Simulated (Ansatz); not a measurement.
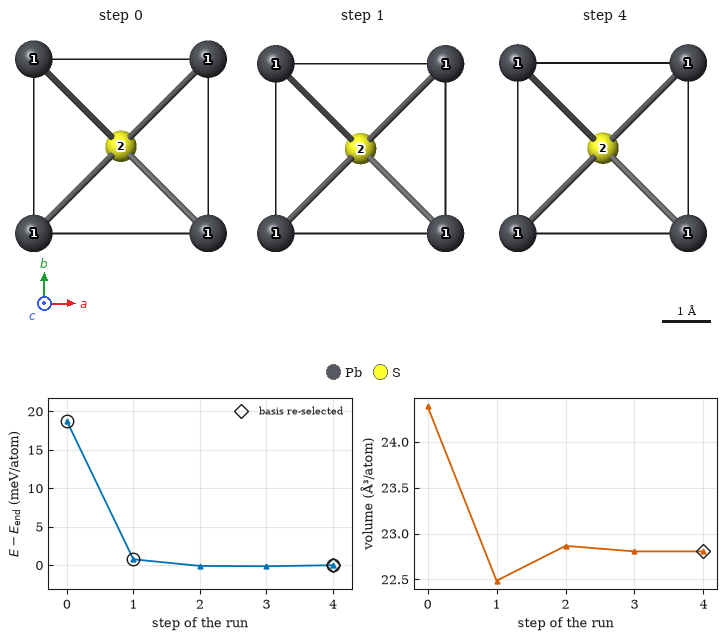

Frames of a relaxation of a crystal of PbS (set up in Pm-3m), marked on the history of the run. A ball-and-stick model of the cell of the calculation, seen along the c axis.

The run lets cell and atoms move.

These are results of Kohn-Sham DFT of a periodic cell, PBEsol, Ansatz PAW (Ansatz 0.2.0), not measurements.

Input file:
```yaml
crystal:
  lattice:
    - [3.653659, 0.0, 0.0]
    - [0.0, 3.653659, 0.0]
    - [0.0, 0.0, 3.653659]
  atoms:
    - { symbol: Pb, position: [0.0, 0.0, 0.0] }
    - { symbol: S, position: [0.5, 0.5, 0.5] }
hamiltonian:
  xc: pbesol
  pseudopotentials: { kind: paw }
kpoints:
  mp_grid: { grid: [7, 7, 7] }
scf:
  occupations: { method: fermi_dirac, width: 0.05 }
output:
  forces: true
  stress: true
  eigenvalues: true
relax:
  f_tol: 0.01
  max_steps: 40
  cell: { stress_tol: 0.05 }
```

Run as
```bash
ansatz run input.yaml --threads 2 --pin off --max-ram 5632MiB --backend cpu --events-out ev --progress --plain --runs-dir out
```

### Describe the path.

After 3 accepted moves (4 points after the start) the energy has fallen by 18.8 meV per atom. All forces vanish by symmetry, so only the cell relaxes. The pressure goes from −3.52 to −0.01 GPa. The SCF was repeated once at an unchanged geometry on a basis and grid sized afresh for the cell, which shifted the energy by 0.1 meV per atom at most. No atom moves by more than 0.005 Å relative to the cell. The volume changes by −6.5 %, with a = b = c 3.654 → 3.573 Å (−2.2 %). Among the contacts that change: Pb1–S2 3.164 → 3.094 Å. The space group stays Pm-3m (No. 221). Cost: 2.9 s on 2 threads of Arm Neoverse V2 (shared host), peak memory 0.3 GiB. From step 0 to 1: volume −7.8 %, energy −18.0 meV per atom. From step 1 to 4: volume +1.4 %, energy −0.8 meV per atom.

```
step  E − E(0), meV/atom  pressure, GPa  volume, Å³/atom                      note
   0                0.00          -3.52           24.387                          
   1              -17.99           0.95           22.486                          
   2              -18.85          -0.18           22.866                          
   3              -18.89          -0.01           22.806                          
   4              -18.76          -0.01           22.806  same geometry, new basis
```
